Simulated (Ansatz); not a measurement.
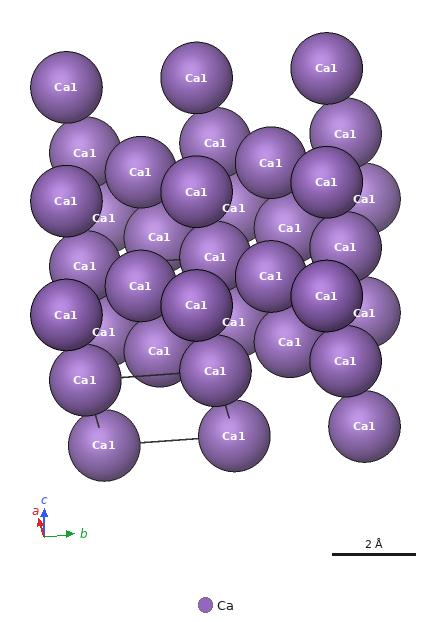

Fig. 1: The starting structure (spheres-only view of the cell 2 times as large as that of the calculation, set on its symmetry axes, repeated 2 × 2 × 2, seen at an oblique angle; atoms are numbered from 1 in the order of the input). An atom can appear more than once, as a periodic image.

## Ca: geometry relaxation

The run: geometry relaxation of Ca (Im-3m, 1 atom in the cell). Method and program: DFT, LDA, all-electron LAPW, scalar-relativistic, no spin polarisation (Ansatz 0.2.0).

It belongs to a series of runs on one base structure; here: bcc relaxed under pressure, LAPW. Figures and captions count atoms from 1; the log counts them from 0 in places.

### Output
```
The last accepted step is kept in [file] (removed where the run ends without a failure and the disk answers)
LAPW: plane waves up to 7.726 Å⁻¹, error target 5.0e-4 eV per atom; small_component_spin mean_spin; Ca in spheres of 1.336 Å, 16 of its electrons in bands, Dirac shells [] (how accurate: hamiltonian.pseudopotentials.lapw.basis_error, Limitations)
Engine: ansatz 0.2.0, aarch64-unknown-linux-gnu
Pseudopotentials: kind: all_electron
Pseudopotential: Ca, LAPW, valence charge 16, lapw/all_electron/scalar/gaussian/Ca, Koelling and Harmon's equation, gaussian nucleus
Functional definition: SPW92
  exchange = slater_x
  correlation = pw_c
Crystal: 1 atoms, lattice volume = 16.083 Å³
Basis set: ecut = 227.43513406030237 eV, 135 PW (Γ), exchange–correlation at level 2
Bands: 12, of which v1, the nominal top of the filled ones, is band 8 counted from 1 (7 counted from 0)
Symmetry: 48 space group operations
Space group: Im-3m (ITA 229), of the structure as read, at distance tolerance 2.5e-5 Å
k-points: 165 of 4913
Non-local potential: Ca, projectors of the file, none
Initial density: superposition of atomic densities (chi_scale 0.1, normalization cell)
Initial wavefunctions: plane waves of lowest kinetic energy (no species holds an atomic orbital)
Functional: x = slater, c = lda
iter 1 solved again at ethr=5.13e-5 eV; its pass at ethr=1.00e-1 eV (dr2=8.22e-3 eV) is discarded
SCF iter   1: F=—  HF=-18468.159069 eV  |F-HF|=—  |Δ(HF+E_count)|=         —  Δρ=1.03e-2  dr2=8.18e-3  ethr=5.13e-5  ⟨swp⟩=3.3  Hψ=13933  notcnv=0
preconditioner: auto → none  [metal: Δε(μ)=0.012 eV  Ē_g=20.314 eV  σ=0.080 eV  W_gap=0.04  n_scr=0 (ndim 8)  ℏωp=26.2 eV  f_vac=0.000  D(μ)=0.83/eV (n_scr^D=12)]
SCF iter   2: F=—  HF=-18468.157982 eV  |F-HF|=—  |Δ(HF+E_count)|=   1.09e-3  Δρ=5.24e-3  dr2=2.14e-3  ethr=5.11e-5  ⟨swp⟩=2.0  Hψ=5978  notcnv=0
iter 3 solved again at ethr=4.73e-8 eV; its pass at ethr=1.34e-5 eV (dr2=7.57e-6 eV) is discarded
SCF iter   3: F=—  HF=-18468.158211 eV  |F-HF|=—  |Δ(HF+E_count)|=   2.29e-4  Δρ=2.76e-4  dr2=7.57e-6  ethr=4.73e-8  ⟨swp⟩=2.5  Hψ=10066  notcnv=0
SCF iter   4: F=—  HF=-18468.158207 eV  |F-HF|=—  |Δ(HF+E_count)|=         —  Δρ=3.82e-5  dr2=1.07e-7  ethr=4.73e-8  ⟨swp⟩=2.0  Hψ=5978  notcnv=0
the basis was enlarged: its passes take 275.5 KiB over the memory plan, 1 of 1 planned eigensolver slots
SCF iter   5: F=-18468.158206 eV  HF=-18468.158206 eV  |F-HF|=9.13e-10  |Δ(HF+E_count)|=   3.97e-7  Δρ=4.97e-6  dr2=2.13e-9  ethr=6.69e-10  ⟨swp⟩=3.0  Hψ=6177  notcnv=0
SCF 1 converged in 5 iterations: F = -18468.158206 eV  dr2 = 2.13e-9
relax step   1: F+E_penalty+E_count = -18468.15820622 eV  Δ(F+E_penalty+E_count) = +0.000e0 eV  max|allowed force component| = 0.000e0 eV/Å  Δτ_max = 0.0000 Å  P = +54.969 GPa  Ω = 16.083 Å³  (5 SCF iters, accepted)
Crystal: 1 atoms, lattice volume = 16.077 Å³
Basis set: ecut = 227.4946088855454 eV, 135 PW (Γ), exchange–correlation at level 2
Initial density: handed on by an earlier stage of this run
Initial wavefunctions: those handed on with the density
iter 1 solved again at ethr=3.34e-11 eV; its pass at ethr=1.00e-1 eV (dr2=5.35e-9 eV) is discarded
SCF iter   1: F=—  HF=-18468.156041 eV  |F-HF|=—  |Δ(HF+E_count)|=         —  Δρ=5.49e-6  dr2=2.76e-9  ethr=3.34e-11  ⟨swp⟩=4.8  Hψ=11834  notcnv=0
preconditioner: auto → none  [metal: Δε(μ)=0.010 eV  Ē_g=20.322 eV  σ=0.080 eV  W_gap=0.03  n_scr=0 (ndim 8)  ℏωp=26.2 eV  f_vac=0.000  D(μ)=0.82/eV (n_scr^D=12)]
SCF iter   2: F=-18468.156041 eV  HF=-18468.156041 eV  |F-HF|=6.91e-10  |Δ(HF+E_count)|=   2.58e-9  Δρ=2.75e-6  dr2=5.69e-10  ethr=1.72e-11  ⟨swp⟩=2.2  Hψ=6014  notcnv=0
SCF 2 converged in 2 iterations: F = -18468.156041 eV  dr2 = 5.69e-10
relax step   2: F+E_penalty+E_count = -18468.15604150 eV  Δ(F+E_penalty+E_count) = +2.165e-3 eV  max|allowed force component| = 0.000e0 eV/Å  Δτ_max = 0.0000 Å  P = +55.019 GPa  Ω = 16.077 Å³  (2 SCF iters, accepted)
iter 1 solved again at ethr=3.56e-12 eV; its pass at ethr=1.00e-1 eV (dr2=5.69e-10 eV) is discarded
SCF iter   1: F=—  HF=-18468.156041 eV  |F-HF|=—  |Δ(HF+E_count)|=         —  Δρ=2.75e-6  dr2=5.70e-10  ethr=3.56e-12  ⟨swp⟩=3.0  Hψ=10007  notcnv=0
SCF iter   2: F=-18468.156041 eV  HF=-18468.156041 eV  |F-HF|=2.11e-10  |Δ(HF+E_count)|=   3.03e-9  Δρ=1.45e-6  dr2=1.53e-10  ethr=3.56e-12  ⟨swp⟩=2.0  Hψ=5977  notcnv=0
SCF 3 converged in 2 iterations: F = -18468.156041 eV  dr2 = 1.53e-10
relax step   3: F+E_penalty+E_count = -18468.15604150 eV  Δ(F+E_penalty+E_count) = -8.076e-10 eV  max|allowed force component| = 0.000e0 eV/Å  Δτ_max = 0.0000 Å  P = +55.019 GPa  Ω = 16.077 Å³  stress off target by 1.87e-2 GPa  SCF on the basis re-selected at this cell (its energy is not comparable with the rows above)  (2 SCF iters)
```

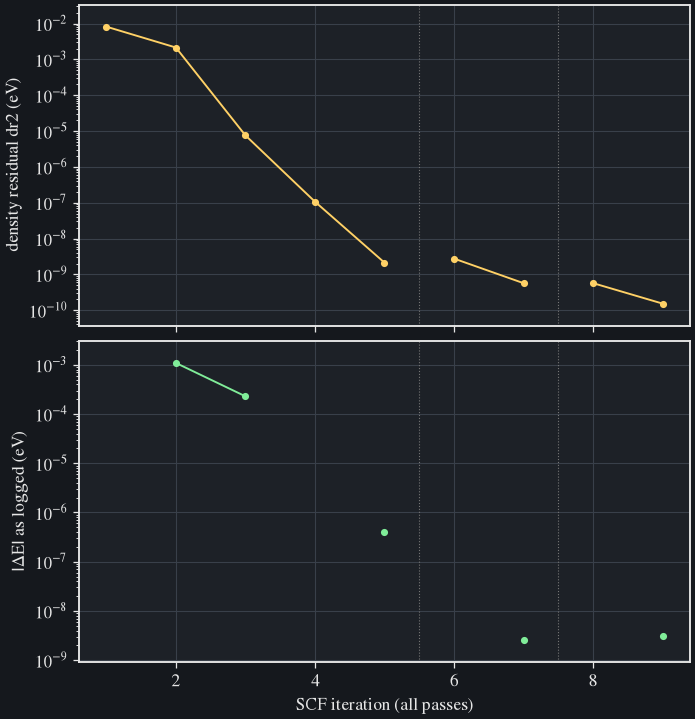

Fig. 2: Convergence of the self-consistent field: density residual dr2 and size of the energy change against the SCF iteration. The dotted lines part the SCF passes of the relaxation: geometry steps, rejected trials and re-solves on a re-selected basis. The passes take 5, 2 and 2 iterations.

```
basis re-selected at this cell: Δ(F+E_penalty+E_count) = -8.076e-10 eV, ΔP = +0.000 GPa vs the last step (what re-selecting the basis moved, after the strain that the cell walked since its last selection, with what the two solves' SCF thresholds leave and, on support functions, any second-order correction that the steps lacked; it is no measure of the basis error at this ecutwfc). This SCF's stress stands 1.87e-2 GPa from its target on what of the cell is left free (relax.cell.stress_tol is 3.00e-2 GPa) and its largest allowed force component is 0.00e0 eV/Å (relax.f_tol is 5.00e-3 eV/Å): within both
SCF converged after 2 iterations
Free energy (F): -18468.156041 eV
Harris-Foulkes:  -18468.156041 eV  (|F-HF|=2.11e-10)
Internal energy: -18468.139119 eV  (E = F + TS)
E sigma→0 (E₀):  -18468.147580 eV
Entropy (-TS):   -0.016923 eV (-16.923 meV/atom)
Fermi energy:    15.709808 eV
--- Per-component energies (eV) ---
  E_band       = -1917.888487
  E_kinetic    = 18616.617993
  E_xc         = -944.845838
  E_electrostatic = -36139.911273  (all electrons and nuclei)
  E_smearing   = -0.016923  (= −TS)
  E_closure    = 0.000000  (closes the sum)
  E_atoms      = -18468.106092  (free atoms, spherical and without spin; not in F)
  Σ components = -18468.156041   (vs F -18468.156041, Δ=0.00e0)
  Basis errors (estimates in eV, not in F): energy 2.0e-4 per atom: plane waves 1.9e-4 (1.0e-4 summed), levels above the bands 6.1e-34, relativity 4.7e-9, radial functions 1.0e-5, core shells 5.9e-7; eigenvalues (radial functions only) 3.9e-7; not estimated: angular momenta, meshes, grids; target (lapw.basis_error) 5.0e-4; muffin-tin radii Ca 1.336 Å
--- Forces (eV/Å), atoms counted from 1 ---
  atom   1  Ca     0.00000000     0.00000000     0.00000000
  max |Σ_I F_I| component: 3.29e-32 eV/Å
--- Stress (GPa, compression-positive) ---
       55.018713       0.000000       0.000000
        0.000000      55.018713      -0.000000
        0.000000      -0.000000      55.018713
  P = ⅓ Tr σ = 55.0187 GPa (550.187 kbar)
--- Band table (eV; the first three rows and the last of 165) ---
  k-point 0: bands = ["-310.9475", "-310.9475", "-310.9475", "-24.7299", "-4.4641", "-4.4641", "-4.4641", "11.6072", "19.0907", "19.0907", "19.0907", "21.8081"]
  k-point 1: bands = ["-310.9475", "-310.9475", "-310.9475", "-24.7076", "-4.5674", "-4.4911", "-4.4661", "11.7749", "18.9765", "19.0474", "19.2374", "21.6356"]
  k-point 2: bands = ["-310.9475", "-310.9475", "-310.9475", "-24.6428", "-4.8561", "-4.5676", "-4.4719", "12.2444", "18.6677", "18.8603", "19.6691", "21.3200"]
  k-point 164: bands = ["-310.9475", "-310.9475", "-310.9475", "-23.5823", "-6.1406", "-6.1178", "-6.1178", "13.5986", "13.6341", "24.0514", "24.0514", "24.3234"]
--- Relaxed structure (2 steps of the walk, 2 accepted, 1 SCFs on fresh bases) ---
  F+E_penalty+E_count = -18468.15604150 eV   max|allowed force component| = 0.000e0 eV/Å   (the final SCF, on the basis selected at the relaxed cell)
  cell:  # Å, volume = 16.0770 Å³
    - [-1.5899427908896275, 1.5899427908896275, 1.5899427908896275]
    - [1.5899427908896275, -1.5899427908896275, 1.5899427908896275]
    - [1.5899427908896275, 1.5899427908896275, -1.5899427908896275]
  atoms:
    - { symbol: Ca, position: [0.0, 0.0, 0.0] }
```

### Trajectory as extended XYZ (Å, eV, eV/Å), 3 frames, from step=1 to step=3
```
1
Lattice="-1.5902 1.5902 1.5902 1.5902 -1.5902 1.5902 1.5902 1.5902 -1.5902" Properties=species:S:1:pos:R:3:forces:R:3 step=1 energy=-18468.15821 pressure_GPa=54.97
Ca    0.0000    0.0000    0.0000    0.0000   0.0000   0.0000
1
Lattice="-1.5899 1.5899 1.5899 1.5899 -1.5899 1.5899 1.5899 1.5899 -1.5899" Properties=species:S:1:pos:R:3:forces:R:3 step=2 energy=-18468.15604 pressure_GPa=55.02
Ca    0.0000    0.0000    0.0000    0.0000   0.0000   0.0000
1
Lattice="-1.5899 1.5899 1.5899 1.5899 -1.5899 1.5899 1.5899 1.5899 -1.5899" Properties=species:S:1:pos:R:3:forces:R:3 step=3 energy=-18468.15604 pressure_GPa=55.02
Ca    0.0000    0.0000    0.0000    0.0000   0.0000   0.0000
```

This output came from the following input.

### Input
```yaml
crystal:
  lattice:
    - [-1.5901506642, 1.5901506642, 1.5901506642]
    - [1.5901506642, -1.5901506642, 1.5901506642]
    - [1.5901506642, 1.5901506642, -1.5901506642]
  atoms:
    - { symbol: Ca, position: [0.0, 0.0, 0.0] }
kpoints:
  mp_grid: { grid: [17, 17, 17] }
scf:
  occupations: { method: fermi_dirac, width: 0.08 }
hamiltonian:
  xc: lda
  pseudopotentials: { kind: all_electron, lapw: { basis_error: 0.0005 } }
output:
  forces: true
  stress: true
  eigenvalues: true
relax:
  f_tol: 0.005
  max_steps: 12
  cell: { p_target: 55.0, stress_tol: 0.03 }
```

Run as:
```bash
ansatz run input.yaml --threads 1 --pin off --max-ram 3584MiB --backend cpu --events-out ev --progress --plain --runs-dir out
```

### Summary

- outcome: converged
- space group (tolerance 0.01 Å): Im-3m (229)
- electrons in bands (core shells apart): 16
- free energy: −18468.1560 eV
- Fermi energy: 15.710 eV
- pressure: 55.02 GPa
- final volume: 16.08 Å³
- largest force (length of the vector) at the end: under 0.001 eV/Å
- final cell: a = 2.754 Å, b = 2.754 Å, c = 2.754 Å, α = 109.47°, β = 109.47°, γ = 109.47°
- hardware: 1 thread of Arm Neoverse V1, 24 GiB of memory available, shared host
- wall time: 15 s
- peak memory: 0.3 GiB

The cell was relaxed to the target pressure of the input; what is minimised is then the enthalpy E + pV.
